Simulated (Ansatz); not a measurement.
# AlP: geometry relaxation (part 2 of 2)

Continued. System: AlP (2 atoms in the cell). Method: DFT r2SCAN+D3(BJ), scalar-relativistic, plane waves, PAW, no spin polarisation (Ansatz 0.2.0); cutoff 500 eV, 10×10×10 k-mesh, fixed occupations. It belongs to a series of runs on one base structure; here: elastic and piezoelectric constants, atoms relaxed.

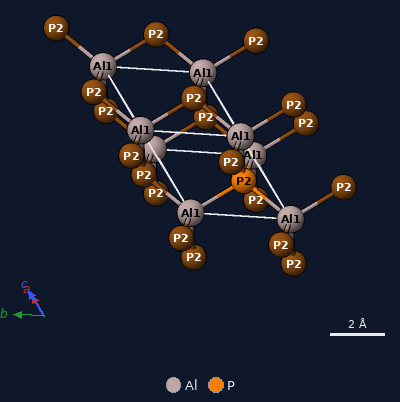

**Figure 1.** The geometry at step 3 of the log (ball-and-stick view of the cell of the calculation, seen at an oblique angle; neighbours outside the cell are drawn fainter; atoms are numbered from 1 in the order of the input).

The program's output, continued:
```
SCF iter   1: F=—  HF=-1301.325504 eV  |F-HF|=—  |Δ(HF+E_count)|=         —  Δρ=2.98e-5  dr2=3.73e-7  dr2_τ=1.90e-7  ethr=4.70e-8  ⟨swp⟩=4.0  Hψ=7853  notcnv=0  defer=342
SCF iter   2: F=—  HF=-1301.325504 eV  |F-HF|=—  |Δ(HF+E_count)|=   5.57e-8  Δρ=1.34e-5  dr2=4.60e-8  dr2_τ=1.08e-9  ethr=4.66e-9  ⟨swp⟩=2.1  Hψ=3182  notcnv=0  defer=242
SCF iter   3: F=—  HF=-1301.325504 eV  |F-HF|=—  |Δ(HF+E_count)|=   1.91e-8  Δρ=3.66e-6  dr2=3.17e-9  dr2_τ=4.51e-11  ethr=5.75e-10  ⟨swp⟩=2.0  Hψ=1892  notcnv=0  defer=242
SCF iter   4: F=—  HF=-1301.325504 eV  |F-HF|=—  |Δ(HF+E_count)|=   2.10e-9  Δρ=1.41e-7  dr2=4.96e-12  dr2_τ=1.22e-13  ethr=3.96e-11  ⟨swp⟩=2.1  Hψ=2048  notcnv=0  defer=242
SCF iter   5: F=-1301.325504 eV  HF=-1301.325504 eV  |F-HF|=2.27e-13  |Δ(HF+E_count)|=  5.68e-12  Δρ=2.05e-8  dr2=9.34e-14  dr2_τ=5.85e-15  ethr=1.00e-12  ⟨swp⟩=4.7  Hψ=6305  notcnv=0
SCF 11 converged in 5 iterations: F = -1301.325504 eV  dr2 = 9.34e-14
relax step   3: F+E_penalty+E_count = -1301.32550411 eV  Δ(F+E_penalty+E_count) = -2.926e-6 eV  max|allowed force component| = 2.024e-7 eV/Å  Δτ_max = 0.0004 Å  (5 SCF iters, accepted)
iter 1 solved again at ethr=1.00e-12 eV; its pass at ethr=3.10e-3 eV (dr2=9.65e-14 eV) is discarded
SCF iter   1: F=—  HF=-1301.325504 eV  |F-HF|=—  |Δ(HF+E_count)|=         —  Δρ=2.05e-8  dr2=9.33e-14  dr2_τ=5.85e-15  ethr=1.00e-12  ⟨swp⟩=2.4  Hψ=10212  notcnv=0  defer=188
SCF iter   2: F=-1301.325504 eV  HF=-1301.325504 eV  |F-HF|=6.82e-13  |Δ(HF+E_count)|=  2.27e-13  Δρ=1.01e-8  dr2=1.36e-14  dr2_τ=1.18e-15  ethr=1.00e-12  ⟨swp⟩=5.0  Hψ=4493  notcnv=0
SCF 12 converged in 2 iterations: F = -1301.325504 eV  dr2 = 1.36e-14
```

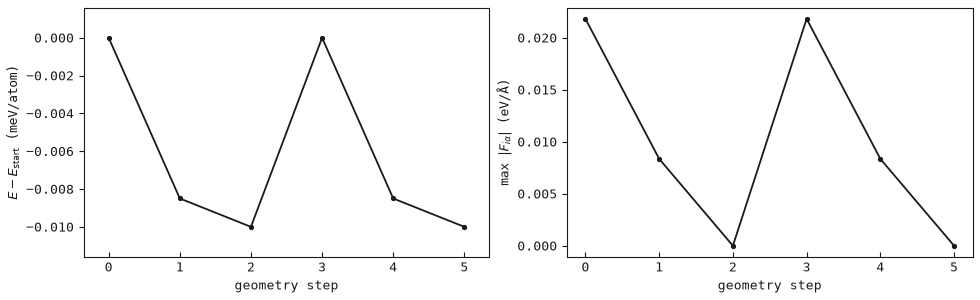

**Figure 2.** Progress of the relaxation, step by step (the first geometry is step 0 here and step 1 in the log). The atoms keep their places (all moves are under 0.005 Å). The cell stays as it was. Among the contacts that change: Al1–P2 2.324 → 2.320 Å. The space group stays F-43m (No. 216). After 5 geometry steps the energy has fallen by next to nothing (0.0 meV per atom). The largest force component goes from 0.022 to under 0.0001 eV/Å. (Atoms are counted from 1 in the order of the input.)

```
NSCF: frozen V_eff on 174 k-points
NSCF: frozen V_eff on 50 k-points
SCF converged after 2 iterations
Free energy (F): -1301.325538 eV
Harris-Foulkes:  -1301.325538 eV  (|F-HF|=4.55e-13)
Internal energy: -1301.325538 eV  (E = F + TS)
E sigma→0 (E₀):  -1301.325538 eV
Fermi energy:    5.407492 eV
--- Per-component energies (eV) ---
  E_band       = 5.401107
  E_kinetic    = 96.076419
  E_local      = -77.776020  (includes V_loc(G=0)·N_el)
  E_nonlocal   = 43.966079
  E_hartree    = 24.232083
  E_xc         = -96.541596
  E_vxc        = -97.855204  (∫ρ·V_xc dr)
  E_paw        = -1049.322795  (= ΣΔE_a)
  E_vpaw       = -11.575792  (= ΣTr[D̂ρ^β])
  E_aug_tail   = -0.000000  (compensation charges beyond the density's cutoff)
  E_vtau       = 4.101459  (kinetic-family band-sum trace: ∫τ·v_τ [+ j·A + Jᵃ·Aᵃ] dr)
  E_ewald      = -241.501791
  E_disp       = -0.306967  (pairwise vdW)
  E_core_change = -0.150950  (= ΣΔE_core)
  E_smearing   = -0.000000  (= −TS)
  E_closure    = -0.000000  (closes the sum)
  Σ components = -1301.325538   (vs F -1301.325538, Δ=0.00e0)
--- Forces (eV/Å), atoms counted from 1 ---
  atom   1  Al     0.00000000    -0.00000000     0.00000000
  atom   2  P     -0.00000000     0.00000000     0.00000000
  max |Σ_I F_I| component: 5.55e-17 eV/Å
--- Stress (GPa, compression-positive) ---
        5.216107       0.000000      -0.000000
       -0.000000       5.216107       0.000000
        0.000000       0.000000       5.216107
  P = ⅓ Tr σ = 5.2161 GPa (52.161 kbar)
--- Band table (eV; the first three rows and the last of 47) ---
  k-point 0: bands = ["-6.9073", "5.4075", "5.4075", "5.4075", "9.9003", "10.4479", "10.4479", "10.4479"]
  k-point 1: bands = ["-6.7847", "4.5504", "5.3006", "5.3006", "10.0464", "10.6608", "10.6608", "10.9756"]
  k-point 2: bands = ["-6.4295", "2.9156", "5.0580", "5.0580", "9.6791", "11.0170", "11.0170", "12.5845"]
  k-point 46: bands = ["-4.2277", "0.1868", "2.0392", "2.4034", "9.6398", "10.9295", "13.1363", "13.3580"]
--- Elastic constants: 2 strain directions × 2 members + reference (group order 24) ---
  dense FFT box of the reference and of every strained cell: 30×30×30
  strains applied: 11, 23; error gains: componentwise 1.00 (the most a stress slope's error grows in a printed constant), spectral 1.73 (1 for all six strains in a standard setting)
  pairwise dispersion correction: d3bj (s6 = 1.0, s8 = 0.78981345, a1 = 0.49484001, a2_bohr = 5.73083694), with the weights of each atom's references fixed at the reference crystal's, and the forces and stress that the weights' published response gives there kept as a pressure on the atom's counted neighbours (hamiltonian.dispersion)
  C = ∂σ_k/∂η_j (tension-positive GPa; Voigt order 11 22 33 23 13 12):
       157.755     91.089     91.089      0.000      0.000     -0.000
        91.089    157.755     91.089      0.000     -0.000      0.000
        91.089     91.089    157.755      0.000      0.000     -0.000
         0.000     -0.000     -0.000     68.680     -0.000     -0.000
         0.000      0.000      0.000      0.000     68.680      0.000
        -0.000      0.000     -0.000     -0.000      0.000     68.680
  reference stress σ⁰ (GPa):     -5.216     -5.216     -5.216     -0.000      0.000      0.000
  C* (energy form; C + prestress term) asymmetry max|C*_kj − C*_jk| = 2.842e-14 GPa — a small one proves nothing (zero by symmetry where the batch's group is 432, −43m or m−3m); a large one is finite-difference/SCF noise where every solve meets its electron count
  moduli (Voigt/Reuss/Hill, GPa): K = 113.31/113.31/113.31   G = 54.54/48.22/51.38   E = 133.91   ν = 0.303
  mechanically stable: yes (min eigenvalue of sym C = 66.67 GPa)
  e, the proper piezoelectric tensor (elastic.mode: relaxed_ion; C/m²; rows x y z; Voigt order 11 22 33 23 13 12):
      -0.00000    0.00000    0.00000    0.15330   -0.00000    0.00000
       0.00000    0.00000   -0.00000   -0.00000    0.15330    0.00000
       0.00000   -0.00000   -0.00000    0.00000    0.00000    0.15330
  ±, each entry's uncertainty from the finite density of the strings (C/m²), an estimate: the size of the correction for it that the entry includes:
       0.00000    0.00000    0.00000    0.00317    0.00000    0.00000
       0.00000    0.00000    0.00000    0.00000    0.00317    0.00000
       0.00000    0.00000    0.00000    0.00000    0.00000    0.00317
  the group's symmetry takes up to 8.8e-9 C/m² out of the measured responses: error of the strings' finite density and of the mesh across them, as far as it breaks the symmetry (raise kpoints.mp_grid and any string_points); the largest step of a string from the reference is 0.002 rad
  strain η (Voigt 11):  stress-route row diagonal C_11 = 157.75 GPa, energy-path curvature d²(F+E_count+ΔE)/dδ²/Ω₀ = 157.75 GPa
         δ    σ_11 (GPa)             F (eV)   n_scf  n_hpsi   n_pw
    -2.000e-3      -5.5320       -1301.3229490       7   18437    990   relax 0 steps, max|allowed force component| 1.25e-16 eV/Å
     2.000e-3      -4.9010       -1301.3279754       7   18291    994   relax 0 steps, max|allowed force component| 1.32e-16 eV/Å
  strain η (Voigt 23):  stress-route row diagonal C_44 = 68.68 GPa, energy-path curvature d²(F+E_count+ΔE)/dδ²/Ω₀ = 71.28 GPa
         δ    σ_23 (GPa)             F (eV)   n_scf  n_hpsi   n_pw
    -2.000e-3      -0.1374       -1301.3255041       2   15952    994   relax 3 steps, max|allowed force component| 1.96e-7 eV/Å
     2.000e-3       0.1374       -1301.3255041       2   15940    994   relax 3 steps, max|allowed force component| 2.02e-7 eV/Å
--- Formal polarisation (Berry phase): one branch of a lattice of values; only differences between neighbouring runs are physical ---
  axis  mesh            electronic          ionic      p = total  spread (rad)  least overlap  resolved gap  δp at fixed H ≤   (phases in cycles; p mod 1; gap in eV; gap and δp judge the states as solved, not the mesh's step, its correction or the SCF's stop)
  b1    10×10×10       -0.00000000     1.25000000     1.25000000      0.070714         0.9114        4.1048           2.4e-6
  b2    10×10×10        0.00000000     1.25000000     1.25000000      0.070714         0.9114        4.1048           2.4e-6
  b3    10×10×10        0.00000000     1.25000000     1.25000000      0.070714         0.9114        4.1048           2.4e-6
  quantum along a1:   0.09828117 e/Å² =   157.463789 µC/cm²
  quantum along a2:   0.09828117 e/Å² =   157.463789 µC/cm²
  quantum along a3:   0.09828117 e/Å² =   157.463789 µC/cm²
  P = (  0.17373820,   0.17373820,   0.17373820) e/Å² = (  278.359282,   278.359282,   278.359282) µC/cm²  (mod the quanta)
```

File elastic.tsv:
```
# convention: tension-positive GPa; Voigt order 11 22 33 23 13 12; engineering shear strains; stresses and constants hold the Pulay correction, whose part of sigma0, of c and of each member's stress the lines and columns named pulay_correction_..._gpa give (of c_energy it is that of c and, on the columns of strains 1 to 3, that of sigma0; of a layer's constants it is that of c in the plane, times a tenth of its plane spacing in ang); where a line pulay_correction_withheld stands none holds it
# sigma0_gpa = -5.2161068722e0 -5.2161068722e0 -5.2161068722e0 -1.6676000518e-15 2.5477223014e-16 1.6212778281e-16
# pulay_correction_sigma0_gpa = -1.2398404437e-2 -1.2398404437e-2 -1.2398404437e-2 -3.1100125749e-20 8.4818524770e-21 6.3613893577e-21
# fixed_weight_pressure_dispersion = d3bj
# dispersion_damping = {"method":"d3bj","s6":1.0,"s8":0.78981345,"a1":0.49484001,"a2_bohr":5.73083694}
# c_energy_asymmetry_gpa = 2.8421709430e-14
# group_order = 24
# error_gain_componentwise = 1.0000000000e0	error_gain_spectral = 1.7320508076e0
# k_voigt_gpa = 1.1331106221e2	k_reuss_gpa = 1.1331106221e2	k_hill_gpa = 1.1331106221e2
# g_voigt_gpa = 5.4541013227e1	g_reuss_gpa = 4.8224414241e1	g_hill_gpa = 5.1382713734e1
# youngs_gpa = 1.3390733370e2	poisson = 3.0303874561e-1
# min_eigenvalue_gpa = 6.6665583943e1	stable = true
# piezoelectric_x_c_per_m2 = -2.4503180504e-55 1.6566118119e-24 1.6566118119e-24 1.5329764675e-1 -1.6824963715e-25 6.6005626881e-25
# piezoelectric_y_c_per_m2 = 9.5256115565e-25 9.5256115584e-25 -8.2830590591e-25 -6.4711398903e-26 1.5329764675e-1 2.4849177188e-24
# piezoelectric_z_c_per_m2 = 7.5444443863e-25 -7.5444443863e-25 -3.7196982675e-56 2.0707647649e-25 2.6919941944e-24 1.5329764675e-1
# piezoelectric_strings_term_x_c_per_m2 = -1.1495053482e-41 -7.5997398194e-19 -8.6854169364e-19 -3.1731924248e-3 -3.1061471473e-25 -2.0707647649e-25
# piezoelectric_strings_term_y_c_per_m2 = -2.2782062039e-25 -2.2782062039e-25 4.3427084682e-19 2.0707647649e-25 -3.1731924248e-3 -1.4379927373e-18
# piezoelectric_strings_term_z_c_per_m2 = 5.4283827805e-19 -4.3427056635e-19 -2.9440394192e-50 -5.1769119122e-26 -1.4379927373e-18 -3.1731924248e-3
# piezoelectric_unresolved_by_strings =
# piezoelectric_mode = relaxed_ion
# piezoelectric_residual_c_per_m2 = 8.8249558224e-9	largest_string_step_rad = 1.9362902903e-3	self_consistent = true
# k	c_k1_gpa	c_k2_gpa	c_k3_gpa	c_k4_gpa	c_k5_gpa	c_k6_gpa	c_energy_k1_gpa	c_energy_k2_gpa	c_energy_k3_gpa	c_energy_k4_gpa	c_energy_k5_gpa	c_energy_k6_gpa	pulay_correction_c_k1_gpa	pulay_correction_c_k2_gpa	pulay_correction_c_k3_gpa	pulay_correction_c_k4_gpa	pulay_correction_c_k5_gpa	pulay_correction_c_k6_gpa
1	1.5775478484e2	9.1089200899e1	9.1089200899e1	1.5385559393e-22	0.0000000000e0	-4.2766506719e-39	1.5253867797e2	8.5873094027e1	8.5873094027e1	1.5385559393e-22	0.0000000000e0	-4.2766506719e-39	1.9217077547e-2	1.6983960773e-2	1.6983960773e-2	3.1019272971e-25	-5.1698788285e-26	-5.1698788285e-26
2	9.1089200899e1	1.5775478484e2	9.1089200899e1	1.1911400821e-22	-1.6543612251e-24	5.9084037959e-40	8.5873094027e1	1.5253867797e2	8.5873094027e1	1.1911400821e-22	-1.6543612251e-24	5.9084037959e-40	1.6983960773e-2	1.9217077547e-2	1.6983960773e-2	7.7548182427e-25	0.0000000000e0	-5.1698788285e-26
3	9.1089200899e1	9.1089200899e1	1.5775478484e2	1.1911400821e-22	0.0000000000e0	-1.6543612251e-24	8.5873094027e1	8.5873094027e1	1.5253867797e2	1.1911400821e-22	0.0000000000e0	-1.6543612251e-24	1.6983960773e-2	1.6983960773e-2	1.9217077547e-2	7.7548182427e-25	-5.1698788285e-26	-1.8557379542e-41
4	3.5032461608e-46	-4.7331654313e-30	-7.8886090522e-30	6.8679827397e1	-5.0487097934e-29	-2.4847978071e-46	-1.6676000518e-15	-1.6676000518e-15	-1.6676000518e-15	6.8679827397e1	-5.0487097934e-29	-2.4847978071e-46	-1.3684555316e-48	-2.9673649205e-67	1.2037062152e-35	-1.3628106301e-3	-2.1570415377e-32	-4.6222318665e-32
5	6.3108872418e-30	1.4361368227e-30	4.6977691844e-30	4.4176210692e-29	6.8679827397e1	5.5753990511e-23	2.5477223014e-16	2.5477223014e-16	2.5477223014e-16	4.4176210692e-29	6.8679827397e1	5.5753990511e-23	-4.3495924088e-32	-4.3493604416e-32	-1.0023047757e-34	2.7733391199e-32	-1.3628106301e-3	1.3972283707e-24
6	-3.7776536037e-29	3.8565396943e-29	-5.6051938573e-45	-4.7331654313e-30	5.5754023220e-23	6.8679827397e1	1.6212778281e-16	1.6212778281e-16	1.6212778281e-16	-4.7331654313e-30	5.5754023220e-23	6.8679827397e1	-1.3530721887e-32	1.3651092479e-32	-2.7369110631e-48	-1.8649457452e-51	1.3972283707e-24	-1.3628106301e-3
```

Trajectory as extended XYZ (Å, eV, eV/Å), 6 frames, from step=1 to step=3:
```
2
Lattice="0.0000 2.6823 2.6823 2.6823 0.0000 2.6823 2.6823 2.6823 0.0000" Properties=species:S:1:pos:R:3:forces:R:3 step=1 energy=-1301.32548
Al    0.0000    0.0000    0.0000   -0.0218   0.0000   0.0000
P     1.3412    1.3398    1.3398    0.0218   0.0000   0.0000
2
Lattice="0.0000 2.6823 2.6823 2.6823 0.0000 2.6823 2.6823 2.6823 0.0000" Properties=species:S:1:pos:R:3:forces:R:3 step=2 energy=-1301.32550
Al   -0.0006    0.0000    0.0000   -0.0084   0.0000   0.0000
P     1.3417    1.3398    1.3398    0.0084   0.0000   0.0000
2
Lattice="0.0000 2.6823 2.6823 2.6823 0.0000 2.6823 2.6823 2.6823 0.0000" Properties=species:S:1:pos:R:3:forces:R:3 step=3 energy=-1301.32550
Al   -0.0009    0.0000    0.0000    0.0000   0.0000   0.0000
P     1.3421    1.3398    1.3398    0.0000   0.0000   0.0000
2
Lattice="0.0000 2.6823 2.6823 2.6823 0.0000 2.6823 2.6823 2.6823 0.0000" Properties=species:S:1:pos:R:3:forces:R:3 step=1 energy=-1301.32548
Al    0.0000    0.0000    0.0000    0.0218   0.0000   0.0000
P     1.3412    1.3425    1.3425   -0.0218   0.0000   0.0000
2
Lattice="0.0000 2.6823 2.6823 2.6823 0.0000 2.6823 2.6823 2.6823 0.0000" Properties=species:S:1:pos:R:3:forces:R:3 step=2 energy=-1301.32550
Al    0.0006    0.0000    0.0000    0.0084   0.0000   0.0000
P     1.3406    1.3425    1.3425   -0.0084   0.0000   0.0000
2
Lattice="0.0000 2.6823 2.6823 2.6823 0.0000 2.6823 2.6823 2.6823 0.0000" Properties=species:S:1:pos:R:3:forces:R:3 step=3 energy=-1301.32550
Al    0.0009    0.0000    0.0000    0.0000   0.0000   0.0000
P     1.3402    1.3425    1.3425    0.0000   0.0000   0.0000
```

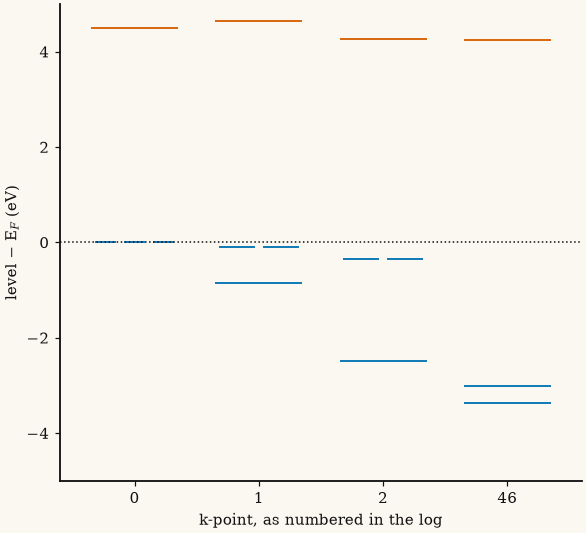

**Figure 3.** Kohn–Sham levels near the Fermi level (dotted) at the few k-points that the log prints; levels within 0.02 eV of each other stand side by side. Among these points the highest filled and lowest empty levels are 4.23 eV apart; the gap on the full mesh, 1.81 eV, has an edge at a point that isn't printed.

The run was set up as follows.

The input:
```yaml
crystal:
  lattice:
    - [0.0, 2.6823, 2.6823]
    - [2.6823, 0.0, 2.6823]
    - [2.6823, 2.6823, 0.0]
  atoms:
    - { symbol: Al, position: [0.0, 0.0, 0.0] }
    - { symbol: P, position: [0.25, 0.25, 0.25] }
basis:
  ecutwfc: 500
kpoints:
  mp_grid: { grid: [10, 10, 10] }
hamiltonian:
  xc: r2scan
  dispersion: d3bj
scf:
  occupations: { method: fixed }
output:
  forces: true
  stress: true
  eigenvalues: true
  polarization: {}
elastic:
  mode: relaxed_ion
  stencil: two_point
```

Command:
```bash
ansatz run input.yaml --threads 1 --pin off --max-ram 2560MiB --backend cpu --events-out ev --progress --plain --runs-dir out
```

Key numbers:

```tsv
quantity	value
outcome	converged
space group (tolerance 0.01 Å)	F-43m (216)
electrons treated	8
free energy	−1301.3255 eV
Fermi energy	5.407 eV
gap on the k-point mesh	1.81 eV
pressure	5.22 GPa
final volume	38.60 Å³
bulk modulus (Hill)	113.3 GPa
shear modulus (Hill)	51.4 GPa
largest force (length of the vector) at the end	under 0.001 eV/Å
final cell	a = 3.793 Å, b = 3.793 Å, c = 3.793 Å, α = 60.00°, β = 60.00°, γ = 60.00°
elastic stability	stable
hardware	1 thread of Arm Neoverse N1, 54 GiB of memory available, shared host
wall time	3.8 min
peak memory	0.61 GiB
```

Remarks:

Notes on the run: the dispersion correction has no parameters fitted for this combination and takes those fitted for r2SCAN with other terms. The cell is under a pressure of 5.2 GPa at this level, so it is not at its equilibrium volume.
